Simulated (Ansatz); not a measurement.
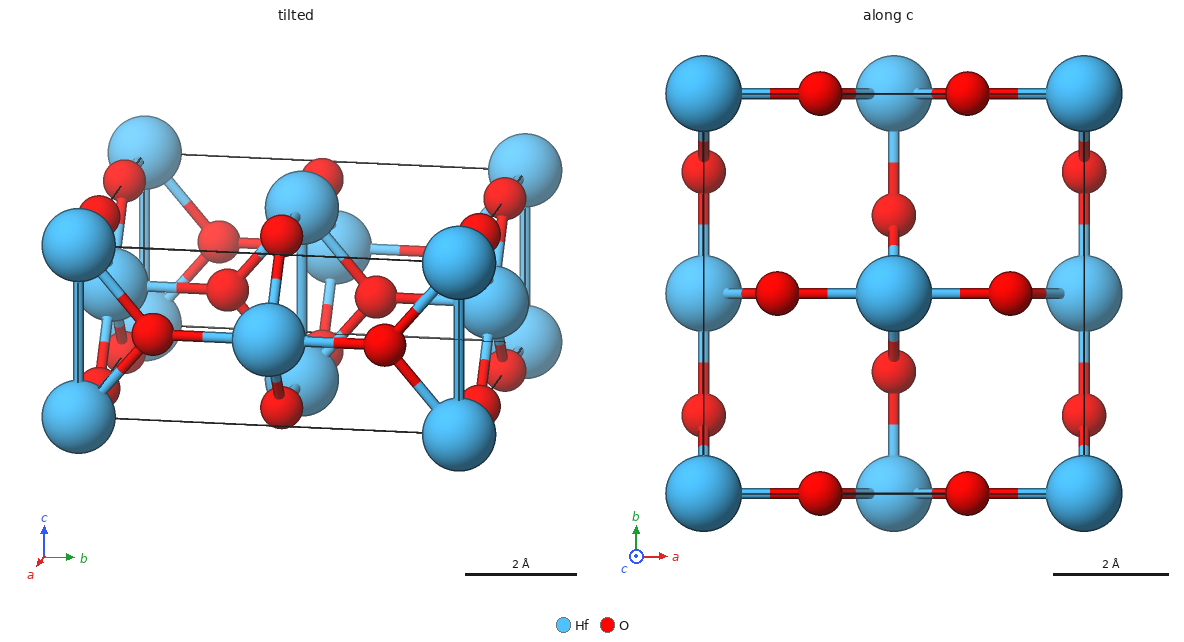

Ball-and-stick representation of a periodic structure, projected slightly off an axis and along the c axis. The lines enclose the conventional unit cell; boundary atoms appear with their images.

HfO$_{2}$, space group Cmmm (No. 65), a = 6.671 Å, b = 7.014 Å, c = 3.220 Å, α = 90.00°, β = 90.00°, γ = 90.00°. Its origin is a structure listed in the Materials Project. The cell was then strained or its atoms displaced on purpose. An electronic-structure calculation with Ansatz was run on it.

This one geometry was computed with Ansatz (DFT, plane waves, PAW) at three levels of theory: HSE06, PBE and r2SCAN. It was relaxed with r2SCAN and then strained.

Which level gives the highest pressure at this volume, and what does that say about its equilibrium volume?

Answer. Highest: PBE (5.7 GPa), which points to the largest equilibrium volume. Lowest, with the smallest volume: HSE06 (1.1 GPa) and r2SCAN (0.7 GPa). Levels within 0.5 GPa of each other can't be told apart.

How does the band gap change with the level of theory?

Answer. PBE: a gap of 3.96 eV, direct; r2SCAN: a gap of 4.51 eV, direct; HSE06: a gap of 5.61 eV, direct.

Collect the results in a table.

Answer.
| level | cutoff (eV) | k-mesh of the run's cell | gap (eV) | pressure (GPa) |
| --- | --- | --- | --- | --- |
| HSE06 | 420 | 4×4×4 | 5.61 | 1.1 |
| PBE | 420 | 6×6×8 | 3.96 | 5.7 |
| r2SCAN | 500 | 6×6×8 | 4.51 | 0.7 |

Gaps are taken on the k-mesh or band path of each run.
